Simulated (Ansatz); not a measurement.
Run report: AlNi3, single-point calculation (part 3 of 3)

Continued. System: AlNi3 (Fm-3m, 4 atoms in the cell). Method: DFT r2SCAN, scalar-relativistic, plane waves, PAW, spin-polarised (Ansatz 0.2.0); cutoff 500 eV, 14×14×14 k-mesh, Gaussian smearing of 0.1 eV, collinear spins. The structure derives from a Materials Project entry.

Geometry of the input (Å; fractional positions):
```
0.0000  2.8019  2.8019
2.8019  0.0000  2.8019
2.8019  2.8019  0.0000
Al 0.5000  0.5000  0.5000
Ni 0.2500  0.2500  0.2500
Ni 0.0000  0.0000  0.0000
Ni 0.7500  0.7500  0.7500
```

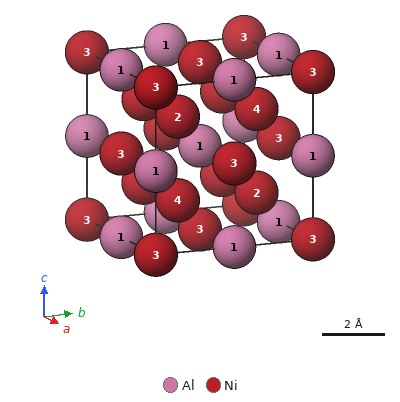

Figure 1. The input geometry (spheres-only view of the cell 4 times as large as that of the calculation, set on its symmetry axes, seen slightly off an axis; atoms are numbered from 1 in the order of the input). An atom can appear more than once, as a periodic image.

Output, continued
```
SCF iter  42: F=-18077.691660 eV  HF=-18077.691660 eV  |F-HF|=2.22e-7  |Δ(HF+E_count)|=   3.27e-8  Δρ=7.53e-6 (↑7.53e-6 ↓5.72e-6)  dr2=1.28e-8  dr2_τ=4.46e-11  dr2_m=1.50e-8  M=0.003 μB ∫|m|=0.008 μB  β_m=1.20  ethr=5.33e-12  ⟨swp⟩=4.1  Hψ=23832  notcnv=0  κ⁻¹=4.0e-7(r=8)
iter 43 did not close the SCF: its close was put off for a magnetic moment that had not settled (scf_convergence_deferred on its scf_iter line)
SCF iter  43: F=-18077.691661 eV  HF=-18077.691661 eV  |F-HF|=8.45e-9  |Δ(HF+E_count)|=   9.34e-7  Δρ=5.53e-6 (↑5.53e-6 ↓4.92e-6)  dr2=3.59e-8  dr2_τ=3.35e-11  dr2_m=1.20e-9  M=0.001 μB ∫|m|=0.001 μB  β_m=1.20  ethr=5.33e-12  ⟨swp⟩=5.3  Hψ=31668  notcnv=0  κ⁻¹=7.4e-7(r=8)
iter 44 did not close the SCF: its close was put off for a magnetic moment that had not settled (scf_convergence_deferred on its scf_iter line)
SCF iter  44: F=-18077.691661 eV  HF=-18077.691661 eV  |F-HF|=5.69e-9  |Δ(HF+E_count)|=   2.77e-8  Δρ=2.92e-6 (↑2.92e-6 ↓2.71e-6)  dr2=8.77e-9  dr2_τ=2.06e-11  dr2_m=1.52e-10  M=0.000 μB ∫|m|=0.000 μB  β_m=1.20  ethr=5.33e-12  ⟨swp⟩=2.0  Hψ=27585  notcnv=0  κ⁻¹=4.9e-6(r=8)
iter 45 did not close the SCF: its close was put off for a magnetic moment that had not settled (scf_convergence_deferred on its scf_iter line)
SCF iter  45: F=-18077.691661 eV  HF=-18077.691661 eV  |F-HF|=3.12e-9  |Δ(HF+E_count)|=  7.53e-10  Δρ=2.10e-6 (↑2.10e-6 ↓9.71e-7)  dr2=1.30e-9  dr2_τ=9.83e-12  dr2_m=2.73e-10  M=0.000 μB ∫|m|=0.001 μB  β_m=1.20  ethr=5.33e-12  ⟨swp⟩=2.0  Hψ=27186  notcnv=0  κ⁻¹=3.0e-5(r=8)
SCF iter  46: F=-18077.691661 eV  HF=-18077.691661 eV  |F-HF|=5.86e-10  |Δ(HF+E_count)|=   1.35e-8  Δρ=1.23e-6 (↑7.36e-7 ↓1.23e-6)  dr2=8.30e-10  dr2_τ=2.80e-12  dr2_m=3.63e-11  M=-0.000 μB ∫|m|=0.000 μB  ethr=2.28e-12  ⟨swp⟩=2.0  Hψ=31775  notcnv=0
SCF 2 converged in 46 iterations: F = -18077.691661 eV  dr2 = 8.30e-10
WARN: the starting moments were not kept: the SCF closed with an absolute magnetisation of 8.2e-5 μB, where they sum to 0.13 μB in size (1 site). That is at most 0.1 of that sum. Measured as dr2_m measures the in/out step, that magnetisation stands 9.5e-9 eV from none, at or under the dr2_threshold of 1.0e-7 eV: it is no larger than a step whose dr2_m would equal this threshold. The system may hold no moment; this SCF shows only that its start led to no more than that. To try another start: raise the starting moments (crystal.atoms[].spin, magnetization.per_species, magnetization.initial_magnetization, or on a non-collinear deck that types none of these the spinor_matrix: blocks that start its atoms; where the total moment is fixed, keep their sum and leave initial_magnetization as it is; typed ones take the place of any that the run laid by itself, positive ones on a crystal's lanthanoids without a Hubbard term where scf.initial_density.shell_occupations: [] is typed) or, if the notice of its spin-set hold's release reads "site moments contracting" or "site moments show no strong build", lengthen the hold (scf.mixing.spin_hold: { on: { confirm: 4 } }; for m-r²SCAN on two components see the key's manual first). Each may lead to a state that holds a moment. A second SCF, from the converged charge density, with the starting moments and any scf.initial_density.shell_occupations laid on it anew, would have followed, and was not run: the deck does not ask for one (magnetization.retry_lost_moments is false, the default). To let it run, set magnetization.retry_lost_moments: true and run the deck again, where that key's refused combinations let it; where memory then withholds it, that run's warning says so.
this state was not tested for a lower state beside it, because the mixer in use, unlike msr1, does not test its closes by its own steps (another_mixer; see scf.mixing.algorithm and scf.lower_state_search)
SCF converged after 29 iterations
Magnetization: -0.0000 μB (28.5000 up, 28.5000 down)
Absolute magnetization: 0.0001 μB (∫|ρ↑−ρ↓|, with the PAW one-centre terms)
Spin contamination: 0.0000 ħ² per cell (⟨S²⟩ above its minimum at these occupations)
Per-site moments (μB) at R_I (Å): [(6.404125415243352e-7, 1.000934071704004), (7.5351164306681935e-6, 1.0009340717040043), (-5.594690061704784e-5, 1.0009340717040043), (7.535116430823345e-6, 1.000934071704004)]
Free energy (F): -18077.691661 eV
Harris-Foulkes:  -18077.691661 eV  (|F-HF|=1.96e-9)
Internal energy: -18077.679028 eV  (E = F + TS)
E sigma→0 (E₀):  -18077.685344 eV
Entropy (-TS):   -0.012633 eV (-3.158 meV/atom)
Fermi energy:    16.250437 eV
--- Per-component energies (eV) ---
  E_band       = -976.492883
  E_kinetic    = 879.618383
  E_local      = -11884.841205  (includes V_loc(G=0)·N_el)
  E_nonlocal   = 1938.344702
  E_hartree    = 5074.691927
  E_xc         = -275.151463
  E_vxc        = -385.744179  (∫ρ·V_xc dr)
  E_paw        = -5414.246652  (= ΣΔE_a)
  E_vpaw       = -1701.160667  (= ΣTr[D̂ρ^β])
  E_aug_tail   = 0.000707  (compensation charges beyond the density's cutoff)
  E_vtau       = 27.909322  (kinetic-family band-sum trace: ∫τ·v_τ [+ j·A + Jᵃ·Aᵃ] dr)
  E_ewald      = -8395.135113
  E_core_change = -0.960314  (= ΣΔE_core)
  E_smearing   = -0.012633  (= −TS)
  E_closure    = -0.000000  (closes the sum)
  Σ components = -18077.691661   (vs F -18077.691661, Δ=0.00e0)
--- Forces (eV/Å), atoms counted from 1 ---
  atom   1  Al    -0.00000000     0.00000000    -0.00000000
  atom   2  Ni    -0.00000000    -0.00000000     0.00000000
  atom   3  Ni    -0.00000000     0.00000000    -0.00000000
  atom   4  Ni     0.00000000    -0.00000000     0.00000000
  max |Σ_I F_I| component: 5.55e-17 eV/Å
--- Stress (GPa, compression-positive) ---
       -0.005186       0.000000      -0.000000
       -0.000000      -0.005186       0.000000
       -0.000000       0.000000      -0.005186
  P = ⅓ Tr σ = -0.0052 GPa (-0.052 kbar)
--- Band table (eV; the first three rows and the last of 208) ---
  k-point 0 ↑: bands = ["-90.4138", "-90.4050", "-90.1513", "-49.3551", "-49.3551", "-49.3551", "-49.3414", "-49.3414", "-49.3414", "-49.0716", "-49.0716", "-49.0716", "5.5269", "12.4756", "12.4756", "12.5923", "12.5923", "12.5923", "13.8199", "13.8199", "13.8199", "15.2864", "15.2864", "15.2864", "15.6596", "15.6596", "15.6830", "15.6830", "21.8727", "21.8727", "21.8727", "22.4135", "22.4135", "22.4135", "24.2260"]
  k-point 1 ↑: bands = ["-90.4136", "-90.4051", "-90.1514", "-49.3568", "-49.3554", "-49.3554", "-49.3413", "-49.3413", "-49.3395", "-49.0719", "-49.0714", "-49.0714", "5.6067", "12.4294", "12.4294", "12.5504", "12.6812", "12.6812", "13.8088", "13.8107", "13.8107", "15.2140", "15.2379", "15.2379", "15.6517", "15.6517", "15.7039", "15.7039", "20.8305", "21.5876", "21.5876", "22.7288", "22.7288", "22.8093", "24.5145"]
  k-point 2 ↑: bands = ["-90.4132", "-90.4053", "-90.1516", "-49.3595", "-49.3560", "-49.3560", "-49.3413", "-49.3413", "-49.3362", "-49.0727", "-49.0708", "-49.0708", "5.8442", "12.3910", "12.3910", "12.4207", "12.8422", "12.8422", "13.7459", "13.7858", "13.7858", "15.0373", "15.1159", "15.1159", "15.6317", "15.6317", "15.7427", "15.7427", "19.4841", "21.2183", "21.2183", "22.7926", "23.0167", "23.0167", "24.8326"]
  k-point 103 ↓: bands = ["-90.4086", "-90.4081", "-90.1534", "-49.3820", "-49.3600", "-49.3597", "-49.3477", "-49.3240", "-49.3234", "-49.0759", "-49.0709", "-49.0631", "9.9156", "10.8290", "11.2889", "11.7924", "13.3412", "13.5858", "13.7360", "13.7559", "14.0749", "14.1927", "14.7122", "14.7748", "15.5138", "15.5987", "15.6697", "15.6874", "16.1262", "16.2205", "16.2566", "23.3868", "23.5700", "25.0536", "25.1199"]
--- Löwdin populations: 4 sites ---
  site symbol       q [e]    m [muB]
     0     Al      3.6846     0.0000
     1     Ni     17.5869     0.0000
     2     Ni     17.6105    -0.0001
     3     Ni     17.5869     0.0000
  spilling = 0.009318 (of n_electrons = 57.000000)
```

File populations.tsv
```
# site	symbol	l	j	q_up	q_dn
# orbitals = lowdin
# n_electrons = 57.000000
# spilling = 0.009318
0	Al	0_3S	-	0.558704	0.558704
0	Al	1_3P	-	1.283581	1.283578
1	Ni	0_3S	-	0.992264	0.992264
1	Ni	0_4S	-	0.314383	0.314381
1	Ni	1_3P	-	2.996596	2.996596
1	Ni	2_3D	-	4.490201	4.490196
2	Ni	0_3S	-	0.995646	0.995646
2	Ni	0_4S	-	0.353033	0.353034
2	Ni	1_3P	-	2.998346	2.998346
2	Ni	2_3D	-	4.458219	4.458272
3	Ni	0_3S	-	0.992264	0.992264
3	Ni	0_4S	-	0.314383	0.314381
3	Ni	1_3P	-	2.996596	2.996596
3	Ni	2_3D	-	4.490201	4.490196
```

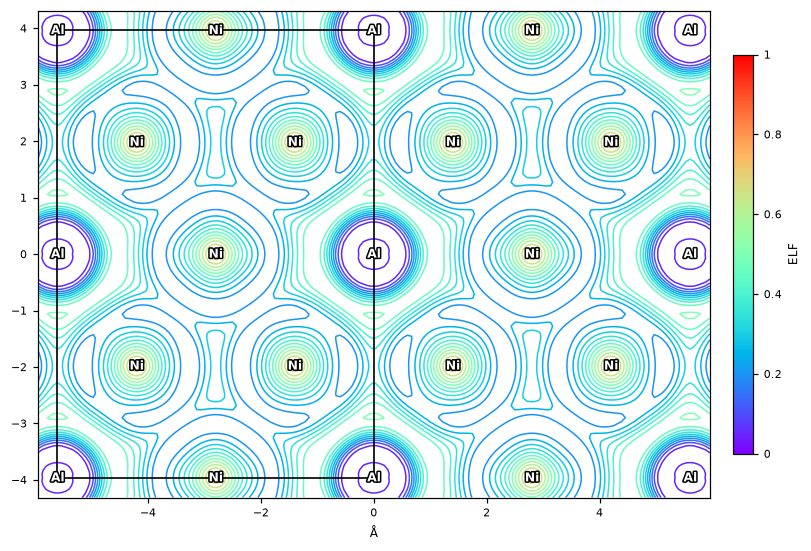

Figure 2. Electron localisation function on the (101) plane of the conventional cell. Ni–Ni (2.43 Å): the ELF is about 0.25 at the midpoint (no shared electron pair). The strong features right at Ni lie inside the PAW spheres (semicore, d or f shells) and say nothing about bonding. The fields are those of the smooth PAW valence density.

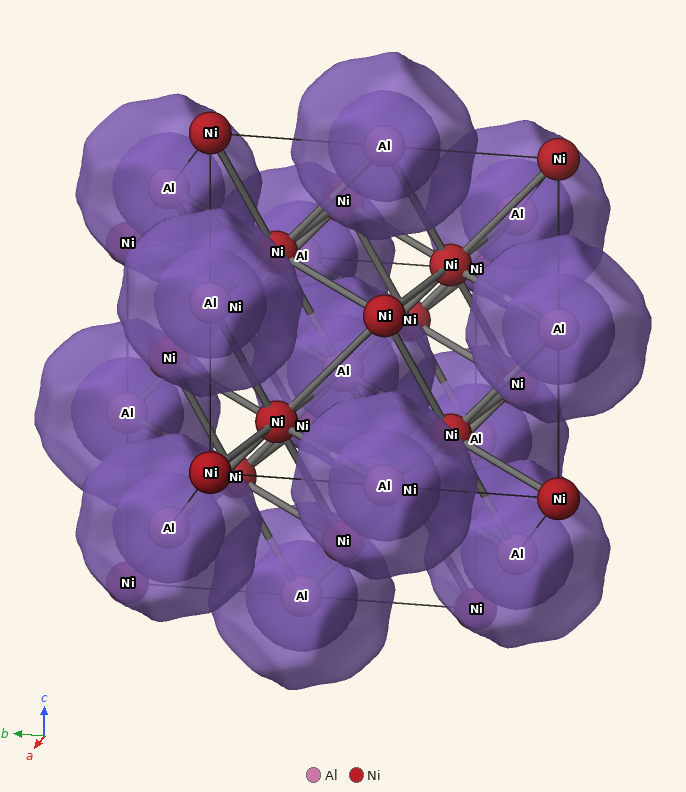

Figure 3. Isosurface of the ELF at 0.4 (purple), seen at an oblique angle. Core shells and regions of very low density are left out. Sticks mark near contacts. The outline is the cell set on symmetry axes. Profiles from the grid: Al–Ni (2.43 Å): the ELF is about 0.40 at the midpoint, which marks nearly free electrons, as in a simple metal. Ni–Ni (2.43 Å): the ELF is about 0.25 at the midpoint; no localised pair between them.

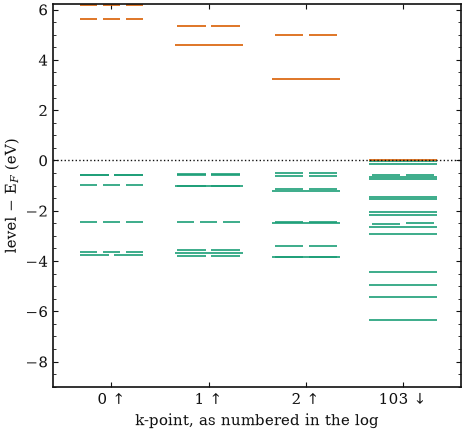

Figure 4. Kohn–Sham levels near the Fermi level (dotted) at the few k-points that the log prints; levels within 0.02 eV of each other stand side by side. The system is metallic on the full mesh.

Results in brief

| quantity | value |
| --- | --- |
| outcome | converged |
| space group (tolerance 0.01 Å) | Fm-3m (225) |
| electrons treated | 57 |
| free energy | −18077.6917 eV |
| Fermi energy | 16.250 eV |
| gap on the k-point mesh | none (metallic) |
| net moment of the cell | 0.00 μB |
| integrated absolute moment | 0.00 μB |
| pressure | −0.01 GPa |
| largest force (length of the vector) | under 0.001 eV/Å |
| wall time | 8.2 min |
| peak memory | 0.74 GiB |

The electronic state found may not be the lowest one. The program warns: some starting moments were not kept; the state was not tested for a lower one.
